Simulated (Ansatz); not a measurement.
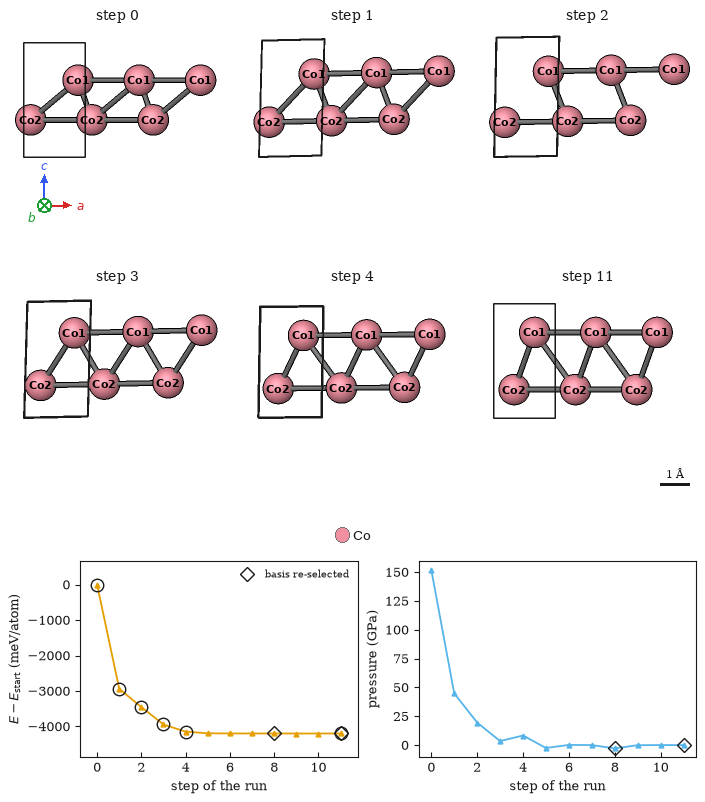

Frames of a relaxation of a crystal of Co (set up in P-1), marked on the history of the run. A ball-and-stick model of the cell of the calculation, reduced to other axes, repeated 3 × 1 × 1 with one cell outlined, seen along the b axis. Lengths and directions refer to the drawn axes.

Case: all atoms moved at random, sigma 0.4 Å for each component; relaxed back.

The calculation used Ansatz, DFT PBEsol, scalar-relativistic, plane waves, PAW. (plane-wave cutoff 420 eV; k-point mesh 18 × 18 × 8; occupations gaussian; smearing width 0.15 eV; collinear spin; cell and atoms relaxed; force threshold 0.01 eV/Å; at most 80 steps)

Describe the path.

Answer. Over 9 accepted moves (11 points after the start) the energy falls by 4199 meV per atom. The largest force component goes from 35 to under 0.0001 eV/Å. The pressure goes from 152.07 to −0.03 GPa. At 2 points the geometry stayed and the basis and grid were re-selected for the new cell (energy shift of 0.2 meV per atom at most each time). The largest moves relative to the cell, 0.56 Å, are those of Co1 and Co2. Co1 goes along [−3 −1 1]. The drawn cell changes at constant volume: a = b unchanged at 2.456 Å, c 3.969 → 3.971 Å (0.0 %). Among the contacts that change: Co1–Co2 1.468 → 2.440 Å, Co1–Co2 (another image) 3.355 → 2.440 Å, Co1–Co2 (another image) 3.258 → 2.440 Å, Co1–Co2 (another image) 2.638 → 2.440 Å. New bonds form, among them: Co1–Co2 (3.26 → 2.44 Å), Co1–Co2 (3.36 → 2.44 Å). The space group (tolerance 0.01 Å) goes from P-1 (No. 2) to P6_3/mmc (No. 194). From step 0 to 1: Co atoms move most (0.14 Å), volume +4.1 %, energy −2938 meV per atom. From step 1 to 2: Co atoms move most (0.04 Å), volume +3.1 %, energy −517 meV per atom. From step 2 to 3: Co atoms move most (0.20 Å), volume −2.2 %, energy −490 meV per atom. From step 3 to 4: Co atoms move most (0.16 Å), volume −5.9 %, energy −203 meV per atom. From step 4 to 11: Co atoms move most (0.08 Å), volume +1.2 %, energy −51.8 meV per atom.
